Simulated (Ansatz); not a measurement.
## Geometry relaxation of Ir (charge +4) (part 2 of 2)

Ir (Fm-3m, 1 atom in the cell, total charge +4); DFT, r2SCAN, plane waves, PAW, no spin polarisation (Ansatz 0.2.0); cutoff 500 eV, 8×8×8 k-mesh, Fermi–Dirac smearing. The structure derives from an entry of the Crystallography Open Database. Some settings of this run were made unusual or wrong on purpose.

Geometry of the input (Å; fractional positions):
```
0.0000  1.8955  1.8955
1.8955  0.0000  1.8955
1.8955  1.8955  0.0000
Ir 0.0000  0.0000  0.0000
```

### Output, continued
```
relax step   5: F+E_penalty+E_count = -12009.60368179 eV  Δ(F+E_penalty+E_count) = +2.959e0 eV  max|allowed force component| = 0.000e0 eV/Å  Δτ_max = 0.0000 Å  P = +0.065 GPa  Ω = 18.950 Å³  energy of the carried Pulay correction = -3.238e-3 eV  (5 SCF iters, dr2 threshold 1.00e-7 eV, accepted)
Crystal: 1 atoms, lattice volume = 18.958 Å³
iter 1 solved again at ethr=5.43e-9 eV; its pass at ethr=3.10e-3 eV (dr2=7.06e-7 eV) is discarded
SCF iter   1: F=—  HF=-12009.566151 eV  |F-HF|=—  |Δ(HF+E_count)|=         —  Δρ=6.27e-5  dr2=6.85e-7  dr2_τ=3.31e-6  ethr=5.43e-9  ⟨swp⟩=2.9  Hψ=2195  notcnv=0
preconditioner: auto → LDOS  [metal: Δε(μ)=0.061 eV  Ē_g=5.890 eV  σ=0.100 eV  W_gap=0.15  n_scr=0 (ndim 8)  ℏωp=19.1 eV  f_vac=0.028  D(μ)=2.81/eV (n_scr^D=58)  β→1.0]
SCF iter   2: F=—  HF=-12009.566154 eV  |F-HF|=—  |Δ(HF+E_count)|=   2.90e-6  Δρ=1.71e-5  dr2=2.85e-8  dr2_τ=2.16e-8  ethr=5.27e-9  ⟨swp⟩=3.0  Hψ=519  notcnv=0
SCF iter   3: F=-12009.566154 eV  HF=-12009.566154 eV  |F-HF|=1.21e-9  |Δ(HF+E_count)|=   2.83e-8  Δρ=4.43e-6  dr2=3.13e-9  dr2_τ=4.77e-10  ethr=8.23e-11  ⟨swp⟩=4.5  Hψ=1084  notcnv=0
SCF 6 converged in 3 iterations: F = -12009.566154 eV  dr2 = 3.13e-9
relax step   6: F+E_penalty+E_count = -12009.56615424 eV  Δ(F+E_penalty+E_count) = +3.753e-2 eV  max|allowed force component| = 0.000e0 eV/Å  Δτ_max = 0.0000 Å  P = +0.001 GPa  Ω = 18.958 Å³  energy of the carried Pulay correction = -3.242e-3 eV  (3 SCF iters, dr2 threshold 1.07e-8 eV, accepted)
Basis set: ecut = 500 eV, 531 PW (Γ), exchange–correlation on 96×96×96 points (64 copies of the dense FFT grid, shifted against one another)
Initial wavefunctions: pseudopotential atomic-orbital guess (no wavefunctions were taken with the density)
iter 1 solved again at ethr=3.17e-7 eV; its pass at ethr=3.10e-3 eV (dr2=4.12e-5 eV) is discarded
SCF iter   1: F=—  HF=-12009.569809 eV  |F-HF|=—  |Δ(HF+E_count)|=         —  Δρ=1.33e-3  dr2=3.77e-5  dr2_τ=3.32e-4  ethr=3.17e-7  ⟨swp⟩=2.8  Hψ=2697  notcnv=0
preconditioner: auto → LDOS  [metal: Δε(μ)=0.061 eV  Ē_g=5.890 eV  σ=0.100 eV  W_gap=0.15  n_scr=0 (ndim 8)  ℏωp=19.1 eV  f_vac=0.033  D(μ)=2.81/eV (n_scr^D=58)  β→1.0]
SCF iter   2: F=—  HF=-12009.569976 eV  |F-HF|=—  |Δ(HF+E_count)|=   1.67e-4  Δρ=1.64e-4  dr2=3.76e-6  dr2_τ=2.07e-6  ethr=2.90e-7  ⟨swp⟩=2.0  Hψ=515  notcnv=0
SCF iter   3: F=—  HF=-12009.569973 eV  |F-HF|=—  |Δ(HF+E_count)|=   2.92e-6  Δρ=3.63e-5  dr2=1.13e-7  dr2_τ=1.53e-7  ethr=2.89e-8  ⟨swp⟩=2.1  Hψ=471  notcnv=0
SCF iter   4: F=—  HF=-12009.569970 eV  |F-HF|=—  |Δ(HF+E_count)|=   3.00e-6  Δρ=6.21e-6  dr2=5.12e-9  dr2_τ=4.99e-10  ethr=8.72e-10  ⟨swp⟩=2.2  Hψ=505  notcnv=0
SCF iter   5: F=—  HF=-12009.569970 eV  |F-HF|=—  |Δ(HF+E_count)|=   5.68e-9  Δρ=1.11e-6  dr2=1.22e-10  dr2_τ=3.33e-11  ethr=3.94e-11  ⟨swp⟩=2.1  Hψ=405  notcnv=0
SCF iter   6: F=-12009.569970 eV  HF=-12009.569970 eV  |F-HF|=1.82e-11  |Δ(HF+E_count)|=  2.46e-10  Δρ=9.84e-8  dr2=1.40e-12  dr2_τ=1.78e-13  ethr=1.00e-12  ⟨swp⟩=5.7  Hψ=1259  notcnv=0
SCF 7 converged in 6 iterations: F = -12009.569970 eV  dr2 = 1.40e-12
relax step   7: F+E_penalty+E_count = -12009.56996988 eV  Δ(F+E_penalty+E_count) = -3.816e-3 eV  max|allowed force component| = 0.000e0 eV/Å  Δτ_max = 0.0000 Å  P = +0.033 GPa  Ω = 18.958 Å³  stress off target by 3.28e-2 GPa  SCF on the basis re-selected at this cell (its energy is not comparable with the rows above)  (6 SCF iters)
```

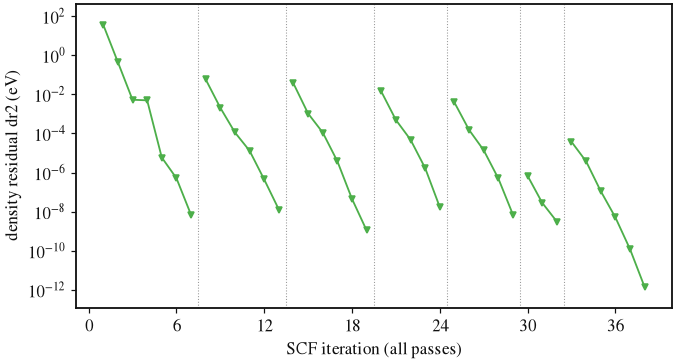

Convergence of the self-consistent field: density residual dr2 against the SCF iteration. The dotted lines part the SCF passes of the relaxation: geometry steps, rejected trials and re-solves on a re-selected basis. The 7 passes take 3 to 7 iterations each, 38 in all.

```
basis re-selected at this cell: Δ(F+E_penalty+E_count) = -3.816e-3 eV, ΔP = +0.032 GPa vs the last step (what re-selecting the basis moved, of the pressure what is left beyond the Pulay correction that the steps carried, after the strain that the cell walked since its last selection, with what the two solves' SCF thresholds leave and, on support functions, any second-order correction that the steps lacked; it is no measure of the basis error at this ecutwfc). The dense FFT grid was sized anew with the basis: this SCF ran on 24×24×24 points, the steps before it on 20×20×20, so part of this shift can come from that change (see relax.cell in the input reference). This SCF's stress stands 3.28e-2 GPa from its target on what of the cell is left free (relax.cell.stress_tol is 5.00e-2 GPa) and its largest allowed force component is 0.00e0 eV/Å (relax.f_tol is 1.00e-2 eV/Å): within both
SCF converged after 6 iterations
Free energy (F): -12009.569970 eV
Harris-Foulkes:  -12009.569970 eV  (|F-HF|=1.82e-11)
Internal energy: -12009.477401 eV  (E = F + TS)
E sigma→0 (E₀):  -12009.523685 eV
Entropy (-TS):   -0.092569 eV (-92.569 meV/atom)
Fermi energy:    13.897597 eV
--- Per-component energies (eV) ---
  E_band       = -321.535553
  E_kinetic    = 514.137165
  E_local      = -1340.698905  (includes V_loc(G=0)·N_el)
  E_nonlocal   = 48.985094
  E_hartree    = 456.532282
  E_xc         = -203.688226
  E_vxc        = -256.838554  (∫ρ·V_xc dr)
  E_paw        = -9230.547162  (= ΣΔE_a)
  E_vpaw       = -215.215985  (= ΣTr[D̂ρ^β])
  E_aug_tail   = -0.000014  (compensation charges beyond the density's cutoff)
  E_vtau       = 15.031107  (kinetic-family band-sum trace: ∫τ·v_τ [+ j·A + Jᵃ·Aᵃ] dr)
  E_ewald      = -2253.880741
  E_core_change = -0.316894  (= ΣΔE_core)
  E_smearing   = -0.092569  (= −TS)
  E_closure    = 0.000000  (closes the sum)
  E_deformation_potential = 97.879342  (in the stress; not in F)
  Σ components = -12009.569970   (vs F -12009.569970, Δ=0.00e0)
--- Forces (eV/Å), atoms counted from 1 ---
  atom   1  Ir    -0.00000000     0.00000000    -0.00000000
  max |Σ_I F_I| component: 5.34e-32 eV/Å
--- Stress (GPa, compression-positive) ---
        0.032810      -0.000000      -0.000000
       -0.000000       0.032810      -0.000000
       -0.000000      -0.000000       0.032810
  P = ⅓ Tr σ = 0.0328 GPa (0.328 kbar)
--- Band table (eV; the first three rows and the last of 29) ---
  k-point 0: bands = ["-81.6669", "-37.2182", "-37.2182", "-37.2182", "12.3623", "13.3409", "13.3409", "13.3409", "14.6349", "14.6349", "35.5147"]
  k-point 1: bands = ["-81.6652", "-37.2441", "-37.2222", "-37.2222", "12.7442", "13.4048", "13.4760", "13.4760", "14.6087", "14.6087", "35.7485"]
  k-point 2: bands = ["-81.6613", "-37.3065", "-37.2322", "-37.2322", "12.5918", "13.6279", "13.6279", "14.7636", "14.7636", "14.9896", "31.8961"]
  k-point 28: bands = ["-81.6520", "-37.3375", "-37.3375", "-37.2883", "13.1122", "13.3415", "13.3415", "14.7507", "15.6290", "25.0395", "27.0160"]
--- Relaxed structure (6 steps of the walk, 6 accepted, 1 SCFs on fresh bases) ---
  F+E_penalty+E_count = -12009.56996988 eV   max|allowed force component| = 0.000e0 eV/Å   (the final SCF, on the basis selected at the relaxed cell)
  cell:  # Å, volume = 18.9577 Å³
    - [2.8581856867292654e-34, 2.1163378250335407, 2.1163378250335407]
    - [2.1163378250335407, 6.273676378475798e-34, 2.1163378250335407]
    - [2.1163378250335407, 2.1163378250335407, -4.4902966039892385e-34]
  atoms:
    - { symbol: Ir, position: [0.0, 0.0, 0.0] }
```

### Trajectory as extended XYZ (Å, eV, eV/Å), 7 frames, from step=1 to step=7
```
1
Lattice="0.0000 1.8955 1.8955 1.8955 0.0000 1.8955 1.8955 1.8955 0.0000" Properties=species:S:1:pos:R:3:forces:R:3 step=1 energy=-12046.20335 pressure_GPa=147.03
Ir    0.0000    0.0000    0.0000    0.0000   0.0000   0.0000
1
Lattice="0.0000 1.9879 1.9879 1.9879 0.0000 1.9879 1.9879 1.9879 0.0000" Properties=species:S:1:pos:R:3:forces:R:3 step=2 energy=-12029.32613 pressure_GPa=56.10
Ir    0.0000    0.0000    0.0000    0.0000   0.0000   0.0000
1
Lattice="0.0000 2.0548 2.0548 2.0548 0.0000 2.0548 2.0548 2.0548 0.0000" Properties=species:S:1:pos:R:3:forces:R:3 step=3 energy=-12018.54451 pressure_GPa=19.77
Ir    0.0000    0.0000    0.0000    0.0000   0.0000   0.0000
1
Lattice="0.0000 2.0951 2.0951 2.0951 0.0000 2.0951 2.0951 2.0951 0.0000" Properties=species:S:1:pos:R:3:forces:R:3 step=4 energy=-12012.56261 pressure_GPa=5.63
Ir    0.0000    0.0000    0.0000    0.0000   0.0000   0.0000
1
Lattice="0.0000 2.1161 2.1161 2.1161 0.0000 2.1161 2.1161 2.1161 0.0000" Properties=species:S:1:pos:R:3:forces:R:3 step=5 energy=-12009.60368 pressure_GPa=0.07
Ir    0.0000    0.0000    0.0000    0.0000   0.0000   0.0000
1
Lattice="0.0000 2.1163 2.1163 2.1163 0.0000 2.1163 2.1163 2.1163 0.0000" Properties=species:S:1:pos:R:3:forces:R:3 step=6 energy=-12009.56615 pressure_GPa=0.00
Ir    0.0000    0.0000    0.0000    0.0000   0.0000   0.0000
1
Lattice="0.0000 2.1163 2.1163 2.1163 0.0000 2.1163 2.1163 2.1163 0.0000" Properties=species:S:1:pos:R:3:forces:R:3 step=7 energy=-12009.56997 pressure_GPa=0.03
Ir    0.0000    0.0000    0.0000    0.0000   0.0000   0.0000
```

### Outcome

| quantity | value |
| --- | --- |
| outcome | converged |
| space group (tolerance 0.01 Å) | Fm-3m (225) |
| electrons treated | 13 |
| free energy | −12009.5700 eV |
| Fermi energy | 13.898 eV |
| pressure | 0.03 GPa |
| final volume | 18.96 Å³ |
| largest force (length of the vector) at the end | under 0.001 eV/Å |
| final cell | a = 2.993 Å, b = 2.993 Å, c = 2.993 Å, α = 60.00°, β = 60.00°, γ = 60.00° |
| wall time | 6.5 s |
| peak memory | 0.39 GiB |

### What went wrong

A setting was made wrong on purpose: a charge that the system can't hold (`total_charge`). The cell cannot bind or give up so many electrons; the background charge dominates. The run converged all the same; its numbers are those of the faulty input and shouldn't be used.
